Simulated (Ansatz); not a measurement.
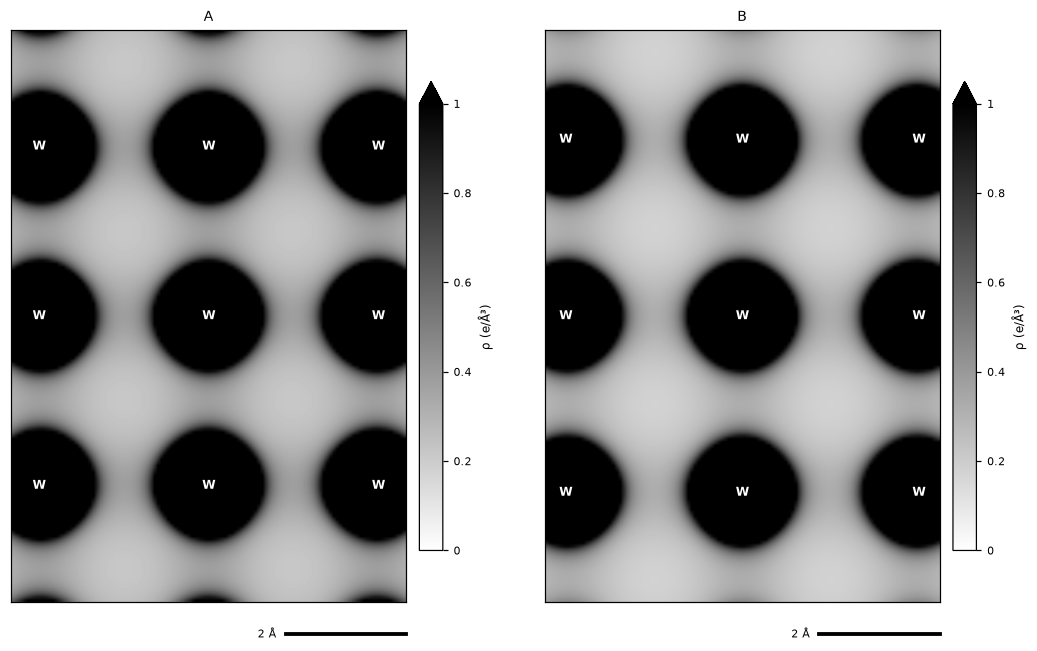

W. The valence charge density (pseudo) of two cells that differ in size, on the (101) plane of each (indices in the axes of the calculation cell), at one length scale and on one colour scale; one has 15.7 and the other 17.7 Å³ an atom.

All numbers below come from Kohn-Sham DFT of a periodic cell, PBE0, Ansatz PAW (Ansatz).

The larger cell:

```
W
1.0
     0.00000    2.06981    2.06981
     2.06981    0.00000    2.06981
     2.06981    2.06981    0.00000
W
1
Direct
  0.00000 0.00000 0.00000
```

The smaller cell: a = 2.812 Å, b = 2.812 Å, c = 2.812 Å, α = 60.00°, β = 60.00°, γ = 60.00°.

### Which panel shows the smaller cell, and what does the compression change?

Panel A is the smaller cell, by 11 % in volume. From the larger cell to the smaller, W–W goes from 2.93 to 2.81 Å, and the density at its midpoint from 0.32 to 0.38 e/Å³; the pressure goes from −23 to 11 GPa.
